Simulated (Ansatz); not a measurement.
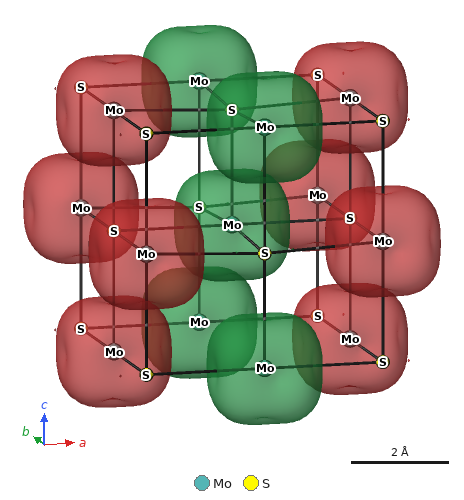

Figure. MoS. Isosurfaces of the spin density (up minus down) at +0.08 (green) and −0.08 e/Å³ (red), seen slightly off an axis. Sticks mark near contacts.

Space group Amm2; started from the rocksalt prototype, which need not be the ambient phase; changed on purpose from its base cell (atom 4 (S) moved 0.12 A along z); not relaxed (largest force 0.5 eV/Å); spin-polarised.

Level of theory: DFT r2SCAN, scalar-relativistic, plane waves, PAW in Ansatz 0.2.0.

Core electrons are frozen (PAW), and the valence fields are smoothed inside the atomic spheres.

Question: Where is the spin, and how is it ordered?

Answer: The spin density sits on Mo: +1.9 μB (×2) and −2.0 μB (×2) in one cell of 8 atoms: ferrimagnetic (opposed moments on unlike sites) in this solution. The cell of the calculation (4 atoms) carries 0.0 μB of net spin moment.
